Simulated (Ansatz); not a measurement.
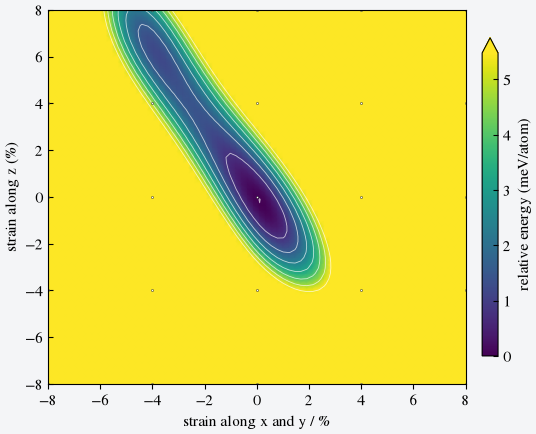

Ge (P6_3/mmc, No. 194; 4 atoms in the cell). The cell is strained homogeneously, by one strain along x and y and another along z, with fractional coordinates fixed (x along [1 0 0], z along [0 0 1] of the conventional cell). First axis: strain along x and y. Second axis: strain along z. The grid has 5 × 5 points. Energies: meV/atom, counted from the lowest grid point. The calculation used DFT PBEsol, scalar-relativistic, plane waves, PAW (Ansatz 0.2.0). Settings: cutoff 420 eV, k-mesh 12×12×8 in the order of the run's cell vectors, gaussian smearing 0.15 eV, no spin polarisation.

In the figure: a smooth colour map with a few white contour lines, dots at the grid points, one colour for all values above the top of the scale. Between grid points the surface is interpolated.

### Estimate the clamped-ion elastic constants that this map fixes.

With the cell volume of 78.0 Å³, the curvatures of the interpolated surface at its minimum give C₁₁ + C₂₂ + 2C₁₂ ≈ 260 GPa, C₃₃ ≈ 115 GPa and C₁₃ + C₂₃ ≈ 147 GPa (clamped ions, Cartesian axes of the cell). A stretch of 1 % along z with free sides (kept equal in x and y) would change the in-plane lengths by about −0.57 %.
